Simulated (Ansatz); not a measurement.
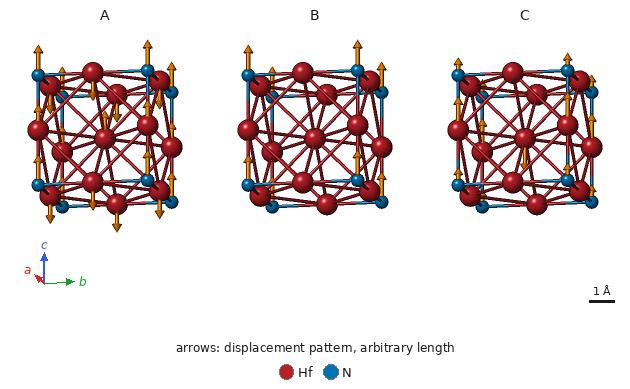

Three optical modes of a crystal of Hf4N (a generated structure) at the zone centre, in no order (one member of each degenerate set). The orange arrows are the displacements of the atoms (eigenvector over the root of the mass), of arbitrary overall length and sign. A ball-and-stick model of the cell of the calculation, seen from a free direction.

Level of theory: Ansatz, DFT PBE, scalar-relativistic, plane waves, PAW. Set-up: plane-wave cutoff 420 eV; k-point mesh 8 × 8 × 8; occupations fermi dirac; smearing width 0.15 eV; no spin polarisation.

The frequencies depend somewhat on the k-mesh and the smearing.

Q: Rank the modes by frequency, softest first.

A: A (111 cm⁻¹), C (139 cm⁻¹), B (472 cm⁻¹). A, T₁u: All motion is along c; the kinetic energy is shared as Hf 97 %, N 3 %. C, T₁u: All motion is along c; the kinetic energy is shared as Hf 99 %, N 1 %. B, T₁u: The Hf (1b) atoms hardly move; the N sublattice moves against the Hf (3d) sublattice, along c; it stretches the shortest Hf–N bonds (2.26 Å); the kinetic energy is shared as N 94 %, Hf 6 %. The crystal is metallic in this run.
